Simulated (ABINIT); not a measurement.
## Run report: Ga, phonon calculation (part 2 of 2)

Continued. System: Ga (Cmcm, 2 atoms in the cell). Method: Kohn-Sham DFT of a periodic cell, PBE, JTH PAW PBE v2.0, no spin polarisation (ABINIT 10.8.3); cutoff 353.75 eV, 12×12×10 k-mesh, fermi-dirac of 0.2 eV. The structure derives from an entry of the Crystallography Open Database.

Geometry of the input (Å; fractional positions):
```
1.4500  -4.0650  0.0000
1.4500  4.0650  0.0000
0.0000  0.0000  3.1700
Ga 0.1330  0.8670  0.7500
Ga 0.8670  0.1330  0.2500
```

**Output, continued**
```
--- !EnergyTermsDC
iteration_state     : {dtset: 1, }
comment             : '"Double-counting" decomposition of free energy'
band_energy         : -6.50600545998760E+00
Ewald energy        : -9.63907045295503E+01
psp_core            :  4.87004365932246E+00
xc_dc               : -4.24828503082898E+01
PAW spherical_terms : -1.76400649337493E+01
internal            : -1.58149581572254E+02
'-kT*entropy'       : -3.87477423409176E-03
total_energy_dc     : -1.58153456346489E+02
total_energy_dc_eV  : -4.30357478678120E+03
...

--- !EnergyTermsWithPAWCore
iteration_state     : {dtset: 1, }
comment             : 'Components of total free energy, including PAW core contributions'
Total energy        : -3.88808615034341E+03
Total energy DC     : -3.88808614975792E+03
Total energy (eV)   : -1.05800213994644E+05
Total energy DC (eV): -1.05800213978712E+05
...

 Cartesian components of stress tensor (hartree/bohr^3)
  sigma(1 1)=  2.92103097E-05  sigma(3 2)=  0.00000000E+00
  sigma(2 2)= -7.78020936E-05  sigma(3 1)=  0.00000000E+00
  sigma(3 3)= -8.94158316E-05  sigma(2 1)=  0.00000000E+00

-Cartesian components of stress tensor (GPa)         [Pressure=  1.3534E+00 GPa]
- sigma(1 1)=  8.59396981E-01  sigma(3 2)=  0.00000000E+00
- sigma(2 2)= -2.28901662E+00  sigma(3 1)=  0.00000000E+00
- sigma(3 3)= -2.63070459E+00  sigma(2 1)=  0.00000000E+00

================================================================================
== DATASET  2 ==================================================================

--- !DatasetInfo
iteration_state: {dtset: 2, }
dimensions: {natom: 2, nkpt: 724, mband: 21, nsppol: 1, nspinor: 1, nspden: 1, mpw: 584, }
cutoff_energies: {ecut:  13.0, pawecutdg:  26.0, }
electrons: {nelect:   2.60000000E+01, charge:   0.00000000E+00, occopt:   3.00000000E+00, tsmear:   7.34986444E-03, }
meta: {optdriver: 1, rfphon: 1, }
...

 mkfilename : getwfk/=0, take file _WFK from output of DATASET   1.

 Exchange-correlation functional for the present dataset will be:
  GGA: Perdew-Burke-Ernzerhof functional - ixc=11
  J.P.Perdew, K.Burke, M.Ernzerhof, PRL 77, 3865 (1996)

 Real(R)+Recip(G) space primitive vectors, cartesian coordinates (Bohr,Bohr^-1):
 R(1)=  2.7401029 -7.6817367  0.0000000  G(1)=  0.1824749 -0.0650894  0.0000000
 R(2)=  2.7401029  7.6817367  0.0000000  G(2)=  0.1824749  0.0650894  0.0000000
 R(3)=  0.0000000  0.0000000  5.9904318  G(3)=  0.0000000  0.0000000  0.1669329
 Unit cell volume ucvol=  2.5218219E+02 bohr^3
 Angles (23,13,12)=  9.00000000E+01  9.00000000E+01  1.40737003E+02 degrees
 setup1 : take into account q-point for computing boxcut.

 Coarse grid specifications (used for wave-functions):

 getcut: wavevector=  0.0000  0.0000  0.0000  ngfft=  30  30  20
         ecut(hartree)=     13.000   => boxcut(ratio)=   2.05700

 Fine grid specifications (used for densities):

 getcut: wavevector=  0.0000  0.0000  0.0000  ngfft=  40  40  30
         ecut(hartree)=     26.000   => boxcut(ratio)=   2.13826
--------------------------------------------------------------------------------

 ==>  initialize data related to q vector <==

 The list of irreducible perturbations for this q vector is:
    1)    idir= 1    ipert=   1
    2)    idir= 3    ipert=   1

================================================================================

 The perturbation idir=   2  ipert=   1 is
 symmetric of a previously calculated perturbation.
 So, its SCF calculation is not needed.

 The perturbation idir=   1  ipert=   2 is
 symmetric of a previously calculated perturbation.
 So, its SCF calculation is not needed.

 The perturbation idir=   2  ipert=   2 is
 symmetric of a previously calculated perturbation.
 So, its SCF calculation is not needed.

 The perturbation idir=   3  ipert=   2 is
 symmetric of a previously calculated perturbation.
 So, its SCF calculation is not needed.

--------------------------------------------------------------------------------
 Perturbation wavevector (in red.coord.)   0.000000  0.000000  0.000000
 Perturbation : displacement of atom   1   along direction   1
 Found     2 symmetries that leave the perturbation invariant.
 symkpt : the number of k-points, thanks to the symmetries,
 is reduced to   444 .

--------------------------------------------------------------------------------

--------------------------------------------------------------------------------

 dfpt_looppert : total number of electrons, from k and k+q
  fully or partially occupied states are    2.600000E+01 and    2.600000E+01.
 Initialisation of the first-order wave-functions :
  ireadwf=   0

--- !BeginCycle
iteration_state: {dtset: 2, }
solver: {iscf: 7, nstep: 80, nline: 4, wfoptalg: 10, }
tolerances: {tolvrs: 1.00E-09, }
...

     iter   2DEtotal(Ha)        deltaE(Ha) residm    vres2
-ETOT  1   2501.1872017663      4.355E+03 1.208E+01 1.177E+07
 ETOT  2   259.47341301434     -2.242E+03 7.319E+00 1.110E+06
 ETOT  3   5.9111190964654     -2.536E+02 1.330E+00 1.043E+04
 ETOT  4   3.2323237784863     -2.679E+00 1.199E-01 1.159E+03
 ETOT  5   2.9885363209191     -2.438E-01 1.918E-02 6.740E+01
 ETOT  6   2.9714798927785     -1.706E-02 1.243E-03 6.896E+00
 ETOT  7   2.9695993490154     -1.881E-03 2.189E-04 2.187E-01
 ETOT  8   2.9695353857501     -6.396E-05 3.335E-05 2.235E-02
 ETOT  9   2.9695311678702     -4.218E-06 7.219E-06 6.259E-04
 ETOT 10   2.9695310778848     -8.999E-08 1.134E-06 4.246E-05
 ETOT 11   2.9695310710563     -6.828E-09 2.644E-07 2.834E-06
 ETOT 12   2.9695310708780     -1.787E-10 4.051E-08 2.770E-07
 ETOT 13   2.9695310708744     -3.183E-12 9.524E-09 2.056E-08
 ETOT 14   2.9695310708416     -3.274E-11 1.455E-09 2.292E-09
 ETOT 15   2.9695310708589      1.728E-11 3.473E-10 1.821E-10

 At SCF step   15       vres2   =  1.82E-10 < tolvrs=  1.00E-09 =>converged.
================================================================================

 ----iterations are completed or convergence reached----

 Mean square residual over all n,k,spin=   41.240E-15; max=  34.735E-11

 2DEtotal=    0.2969531071E+01 Ha. Also 2DEtotal=    0.808050569386E+02 eV
    (2DErelax=    1.8569083532E+03 Ha. 2DEnonrelax=   -1.8539388221E+03 Ha)
    (  non-var. 2DEtotal :    2.9695653187E+00 Ha)

--------------------------------------------------------------------------------
 Perturbation wavevector (in red.coord.)   0.000000  0.000000  0.000000
 Perturbation : displacement of atom   1   along direction   3
 Found     2 symmetries that leave the perturbation invariant.
 symkpt : the number of k-points, thanks to the symmetries,
 is reduced to   398 .

--------------------------------------------------------------------------------

--------------------------------------------------------------------------------

 dfpt_looppert : total number of electrons, from k and k+q
  fully or partially occupied states are    2.600000E+01 and    2.600000E+01.
 Initialisation of the first-order wave-functions :
  ireadwf=   0

--- !BeginCycle
iteration_state: {dtset: 2, }
solver: {iscf: 7, nstep: 80, nline: 4, wfoptalg: 10, }
tolerances: {tolvrs: 1.00E-09, }
...

     iter   2DEtotal(Ha)        deltaE(Ha) residm    vres2
-ETOT  1   644.10209723981      1.621E+03 9.721E+00 2.383E+06
 ETOT  2   88.943566366310     -5.552E+02 1.892E+00 2.930E+05
 ETOT  3   1.9078248805678     -8.704E+01 1.534E+00 3.793E+03
 ETOT  4  0.69598243834725     -1.212E+00 3.624E-02 4.259E+02
 ETOT  5  0.59291782056852     -1.031E-01 9.932E-03 3.731E+00
 ETOT  6  0.59176024355447     -1.158E-03 1.375E-03 5.132E-01
 ETOT  7  0.59167255698930     -8.769E-05 1.532E-04 2.090E-02
 ETOT  8  0.59167144293423     -1.114E-06 3.171E-05 1.555E-03
 ETOT  9  0.59167143257464     -1.036E-08 4.714E-06 1.881E-04
 ETOT 10  0.59167140146628     -3.111E-08 9.864E-07 1.397E-05
 ETOT 11  0.59167139934079     -2.126E-09 1.441E-07 9.852E-07
 ETOT 12  0.59167139934306      2.615E-12 2.941E-08 9.272E-08
 ETOT 13  0.59167139933351     -9.891E-12 4.429E-09 8.393E-09
 ETOT 14  0.59167139934625      1.285E-11 8.775E-10 8.936E-10

 At SCF step   14       vres2   =  8.94E-10 < tolvrs=  1.00E-09 =>converged.
================================================================================

 ----iterations are completed or convergence reached----

 Mean square residual over all n,k,spin=   11.611E-14; max=  87.750E-11

 2DEtotal=    0.5916713993E+00 Ha. Also 2DEtotal=    0.161001989783E+02 eV
    (2DErelax=    9.7762802768E+02 Ha. 2DEnonrelax=   -9.7703635628E+02 Ha)
    (  non-var. 2DEtotal :    5.9170359221E-01 Ha)

================================================================================

 ---- first-order wavefunction calculations are completed ----

 ==> Compute Derivative Database <==

  Dynamical matrix, in cartesian coordinates,
   if specified in the inputs, asr has been imposed
     j1       j2             matrix element
  dir pert dir pert     real part    imaginary part

   1    1   1    1         0.0030067780         0.0000000000
   1    1   1    2        -0.0030067780        -0.0000000000

   2    1   2    1         0.0508727743         0.0000000000
   2    1   2    2        -0.0508727743        -0.0000000000

   3    1   3    1         0.0162703166         0.0000000000
   3    1   3    2        -0.0162703166        -0.0000000000

   1    2   1    1        -0.0030067780         0.0000000000
   1    2   1    2         0.0030067780        -0.0000000000

   2    2   2    1        -0.0508727743         0.0000000000
   2    2   2    2         0.0508727743        -0.0000000000

   3    2   3    1        -0.0162703166         0.0000000000
   3    2   3    2         0.0162703166        -0.0000000000

  Phonon wavevector (reduced coordinates) :  0.00000  0.00000  0.00000
 Phonon energies in Hartree :
   0.000000E+00  0.000000E+00  0.000000E+00  2.175192E-04  5.059935E-04
   8.947251E-04
 Phonon frequencies in cm-1    :
   0.000000E+00  0.000000E+00  0.000000E+00  4.773995E+01  1.110527E+02
   1.963695E+02

== END DATASET(S) ==============================================================
================================================================================

 -outvars: echo values of variables after computation  --------
            acell      8.1558103505E+00  8.1558103505E+00  5.9904318151E+00 Bohr
           etotal1    -1.5815345635E+02
           etotal2     5.9167139935E-01
            fcart1    -9.9733305330E-20 -3.7671346368E-03  3.3711825453E-29
                       9.9733305330E-20  3.7671346368E-03 -3.3711825453E-29
            fcart2     0.0000000000E+00  0.0000000000E+00  0.0000000000E+00
                       0.0000000000E+00  0.0000000000E+00  0.0000000000E+00
            rprim      3.3596942090E-01 -9.4187289390E-01  0.0000000000E+00
                       3.3596942090E-01  9.4187289390E-01  0.0000000000E+00
                       0.0000000000E+00  0.0000000000E+00  1.0000000000E+00
           strten1     2.9210309680E-05 -7.7802093615E-05 -8.9415831620E-05
                       0.0000000000E+00  0.0000000000E+00  0.0000000000E+00
           strten2     0.0000000000E+00  0.0000000000E+00  0.0000000000E+00
                       0.0000000000E+00  0.0000000000E+00  0.0000000000E+00
           xangst      1.4499999989E+00  2.9837099981E+00  2.3774999984E+00
                       1.4499999989E+00 -2.9837099981E+00  7.9249999947E-01
             xred      1.3300000000E-01  8.6700000000E-01  7.5000000000E-01
                       8.6700000000E-01  1.3300000000E-01  2.5000000000E-01
 Calculation completed.
```

**File anaddb.abo**
```
.Version 10.8.3 of ANADDB
================================================================================

 -outvars_anaddb: echo values of input variables ----------------------

 Miscellaneous information :
       eivec         1
         asr         1
      chneut         0
 First list of wavevector (reduced coord.) :
       nph1l         1
       qph1l
                     0.00000000E+00  0.00000000E+00  0.00000000E+00    1.000E+00

================================================================================

 read the DDB information and perform some checks

  ==== Info on the Cryst% object ====
 Real(R)+Recip(G) space primitive vectors, cartesian coordinates (Bohr,Bohr^-1):
 R(1)=  2.7401029 -7.6817367  0.0000000  G(1)=  0.1824749 -0.0650894  0.0000000
 R(2)=  2.7401029  7.6817367  0.0000000  G(2)=  0.1824749  0.0650894  0.0000000
 R(3)=  0.0000000  0.0000000  5.9904318  G(3)=  0.0000000  0.0000000  0.1669329
 Unit cell volume ucvol=  2.5218219E+02 bohr^3
 Angles (23,13,12)=  9.00000000E+01  9.00000000E+01  1.40737003E+02 degrees
 Time-reversal symmetry is present
 Reduced atomic positions [iatom, xred, symbol]:
    1)    0.1330000  0.8670000  0.7500000  Ga
    2)    0.8670000  0.1330000  0.2500000  Ga

 DDB file with 3 blocks has been read.

================================================================================

 Treat the first list of vectors

  Phonon wavevector (reduced coordinates) :  0.00000  0.00000  0.00000
 Phonon energies in Hartree :
   0.000000E+00  0.000000E+00  0.000000E+00  2.175192E-04  5.059935E-04
   8.947251E-04
 Phonon frequencies in cm-1    :
   0.000000E+00  0.000000E+00  0.000000E+00  4.773995E+01  1.110527E+02
   1.963695E+02

 Eigendisplacements
 (will be given, for each mode : in cartesian coordinates
   for each atom the real part of the displacement vector,
   then the imaginary part of the displacement vector - absolute values smaller than 1.0d-7 are set to zero)
  Mode number    1   Energy    0.000000E+00
 Attention : low frequency mode.
   (Could be unstable or acoustic mode)
   1  0.00000000E+00  0.00000000E+00 -1.98343019E-03
      0.00000000E+00  0.00000000E+00  0.00000000E+00
   2  0.00000000E+00  0.00000000E+00 -1.98343019E-03
      0.00000000E+00  0.00000000E+00  0.00000000E+00
  Mode number    2   Energy    0.000000E+00
 Attention : low frequency mode.
   (Could be unstable or acoustic mode)
   1  0.00000000E+00  1.98343019E-03  0.00000000E+00
      0.00000000E+00  0.00000000E+00  0.00000000E+00
   2  0.00000000E+00  1.98343019E-03  0.00000000E+00
      0.00000000E+00  0.00000000E+00  0.00000000E+00
  Mode number    3   Energy    0.000000E+00
 Attention : low frequency mode.
   (Could be unstable or acoustic mode)
   1  1.98343019E-03  0.00000000E+00  0.00000000E+00
      0.00000000E+00  0.00000000E+00  0.00000000E+00
   2  1.98343019E-03  0.00000000E+00  0.00000000E+00
      0.00000000E+00  0.00000000E+00  0.00000000E+00
  Mode number    4   Energy    2.175192E-04
   1  1.98343019E-03  0.00000000E+00  0.00000000E+00
      0.00000000E+00  0.00000000E+00  0.00000000E+00
   2 -1.98343019E-03  0.00000000E+00  0.00000000E+00
      0.00000000E+00  0.00000000E+00  0.00000000E+00
  Mode number    5   Energy    5.059935E-04
   1  0.00000000E+00  0.00000000E+00  1.98343019E-03
      0.00000000E+00  0.00000000E+00  0.00000000E+00
   2  0.00000000E+00  0.00000000E+00 -1.98343019E-03
      0.00000000E+00  0.00000000E+00  0.00000000E+00
  Mode number    6   Energy    8.947251E-04
   1  0.00000000E+00  1.98343019E-03  0.00000000E+00
      0.00000000E+00  0.00000000E+00  0.00000000E+00
   2  0.00000000E+00 -1.98343019E-03  0.00000000E+00
      0.00000000E+00  0.00000000E+00  0.00000000E+00

 Analysis of degeneracies and characters (maximum tolerance=1.00E-06 a.u.)
 For each vibration mode, or group of modes if degenerate,
 the characters are given for each symmetry operation (see the list in the log file).
 Symmetry characters of vibration mode #   1
       degenerate with vibration modes #   2 to    3
  3.0 -3.0 -1.0  1.0 -1.0  1.0 -1.0  1.0
 Symmetry characters of vibration mode #   4
  1.0  1.0 -1.0 -1.0  1.0  1.0 -1.0 -1.0
 Symmetry characters of vibration mode #   5
  1.0  1.0  1.0  1.0 -1.0 -1.0 -1.0 -1.0
 Symmetry characters of vibration mode #   6
  1.0  1.0  1.0  1.0  1.0  1.0  1.0  1.0

================================================================================

 anaddb : the run completed successfully.
```

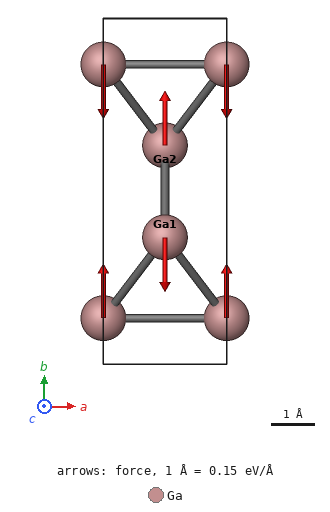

**Figure 1.** Forces on the atoms as red arrows (ball-and-stick view of the cell 2 times as large as that of the calculation, set on its symmetry axes, along the c axis; atoms are numbered from 1 in the order of the input). The largest act on Ga1, Ga2 (0.19 eV/Å). The geometry is not a stationary point of this energy.

**Results in brief**

- outcome: converged
- space group (tolerance 0.01 Å): Cmcm (63)
- electrons treated: 26
- free energy: −4303.5748 eV
- Fermi energy of the self-consistent step: 5.727 eV
- gap on the k-point mesh: none (metallic)
- pressure: 1.35 GPa
- largest force (length of the vector): 0.194 eV/Å
- wall time: 3 min (CPU time 12 min)
- peak memory: 1 GiB

**Remarks**

Points of doubt noted for this run: atoms not at rest.
